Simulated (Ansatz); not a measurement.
**Ni₁₂O (slab): density, localisation and related maps**

Input file:

```
crystal:
  lattice:
    - [4.9764658027, 0.0, 0.0]
    - [0.0, 4.9764658027, 0.0]
    - [0.0, 0.0, 20.4094403098]
  atoms:
    - { symbol: Ni, position: [0.25, 0.25, 0.195987736], spin: 0.85 }
    - { symbol: Ni, position: [0.25, 0.75, 0.195987736], spin: 0.85 }
    - { symbol: Ni, position: [0.75, 0.25, 0.195987736], spin: 0.85 }
    - { symbol: Ni, position: [0.75, 0.75, 0.195987736], spin: 0.85 }
    - { symbol: Ni, position: [0.0, 0.0, 0.2795145679], spin: 0.76 }
    - { symbol: Ni, position: [0.0, 0.5, 0.2795145679], spin: 0.76 }
    - { symbol: Ni, position: [0.5, 0.0, 0.2795145679], spin: 0.76 }
    - { symbol: Ni, position: [0.5, 0.5, 0.2795145679], spin: 0.76 }
    - { symbol: Ni, position: [0.25, 0.25, 0.3630398579], spin: 0.85 }
    - { symbol: Ni, position: [0.25, 0.75, 0.3630398579], spin: 0.85 }
    - { symbol: Ni, position: [0.75, 0.25, 0.3630398579], spin: 0.85 }
    - { symbol: Ni, position: [0.75, 0.75, 0.3630398579], spin: 0.85 }
    - { symbol: O, position: [0.5, 0.5, 0.3983176504], spin: 2.0 }
basis:
  ecutwfc: 420
kpoints:
  mp_grid: { grid: [6, 6, 1] }
hamiltonian:
  xc: pbe
  pseudopotentials: { kind: paw, azcp: { folder: soft_1 } }
scf:
  occupations: { method: gaussian, width: 0.1 }
output:
  forces: true
  eigenvalues: true
  populations: true
  write_density: true
  write_potential: true
  elf: true
  volumetric_format: npy
magnetization:
  spin_polarized: true
efield:
  axis: 3
  dipole_correction: true
  ramp_width: 0.04
```

Launched as:

```sh
ansatz run input.yaml --threads 8 --pin off --max-ram 22528MiB --backend cpu --events-out ev --progress --plain --runs-dir out
```

A point of a scan over the structure, not its minimum; not relaxed (largest force 1.3 eV/Å); the SCF solution may not be the lowest one; PAW files of the earlier set (soft_1); spin-polarised.

All numbers below come from DFT PBE, scalar-relativistic, plane waves, PAW in Ansatz 0.2.0.

In a PAW calculation such maps are meaningful between the atoms, not at the nuclei.

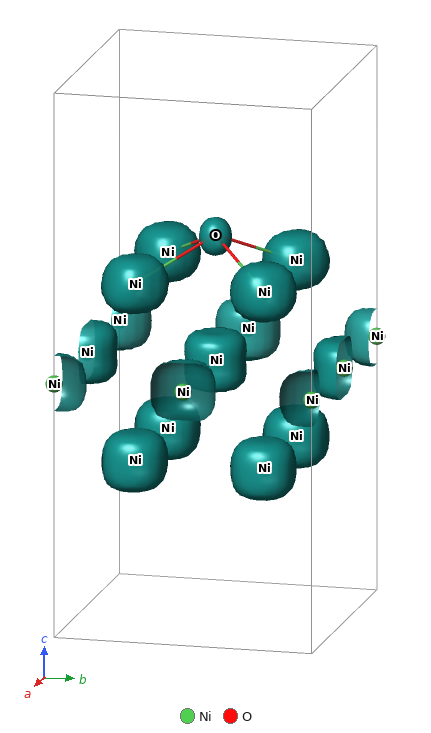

Figure 1. Isosurface of the magnetisation density (up minus down) at +0.15 e/Å³ (teal), seen slightly off an axis. Sticks mark near contacts.

Q: Describe the spin distribution.

A: The spin density sits on Ni: +0.8 μB (×7) and +0.6 μB (×5) in one cell of 13 atoms, with smaller moments on O (up to +0.12 μB): parallel main moments (a ferromagnetic arrangement) in this solution. The cell of the calculation (13 atoms) carries 8.3 μB of net spin moment.

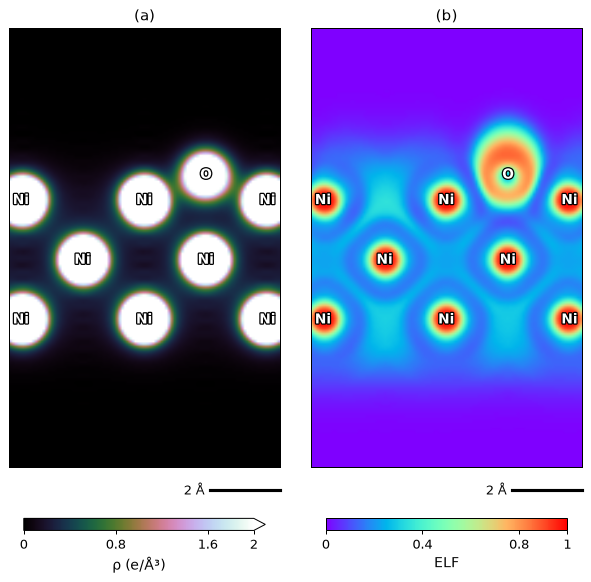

Figure 2. (a) valence pseudo-density; (b) electron localisation function on the (110) plane of the calculation cell, a cut from vacuum to vacuum.

Q: What do the fields say about this system?

A:
- The plane passes through Ni and O nuclei.
- Ni–O (1.90 Å): ρ is about 0.73 e/Å³ halfway; the ELF peaks at about 0.80 in the valence shell of O, 0.6 Å from its nucleus, and is about 0.20 at the midpoint: no shared electron pair shows on this line.
- The density dies away to nearly zero in the vacuum.
- The features right at Ni lie inside the PAW spheres, where the map follows smoothed inner orbitals and isn't to be read closely.
